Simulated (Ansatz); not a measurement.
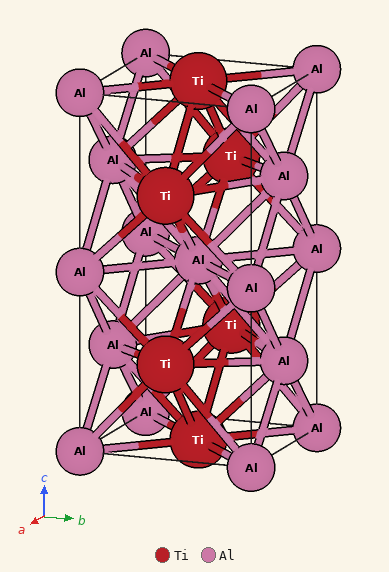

The crystal in a ball-and-stick representation, seen slightly off an axis. The conventional unit cell is drawn as a box. Cell: a = 3.90 Å, b = 4.02 Å, c = 8.07 Å, α = 90.00°, β = 90.00°, γ = 90.00°.

The starting point was a structure listed in the Materials Project. Earlier steps of the study, as a rule a relaxation of our own, may have changed the cell and positions, so they can lie some per cent off the listed ones. It was the input of a calculation with Ansatz.

Summary of the structure:

The structure is one of Ti₃Al₅. It belongs to space group Pmmm (No. 47) and has a primitive orthorhombic lattice. The cell has 8 atoms, namely 3 Ti, 5 Al. Coordination numbers (contacts within bonding distance): Ti 12 and Al 12.

Theory: Ansatz 0.2.0, DFT r2SCAN, scalar-relativistic, plane waves, PAW. Numerical settings: E_cut = 500 eV, k-point mesh 10×10×6, Gaussian smearing of 0.1 eV, no spin polarisation.

Predict the gap.

A metal: bands cross the Fermi level.

What does a Bader analysis give?

Ti +0.78 to +0.82 e; Al -0.55 to -0.33 e.

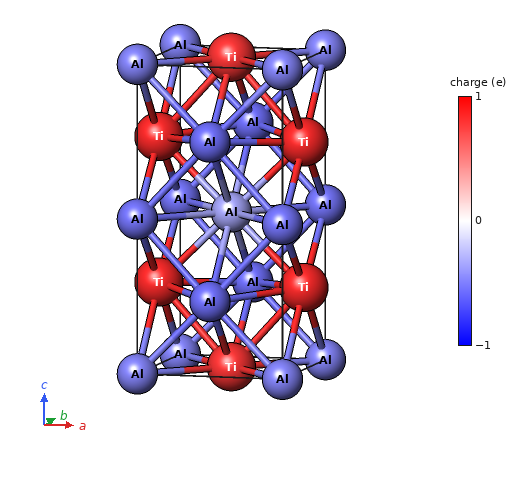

The atoms coloured by those charges. The run's cell of 8 atoms is drawn.

Do the forces and the stress vanish for this geometry?

Yes. All forces vanish to within 0.01 eV/Å. The pressure is 0.0 GPa, close to zero.
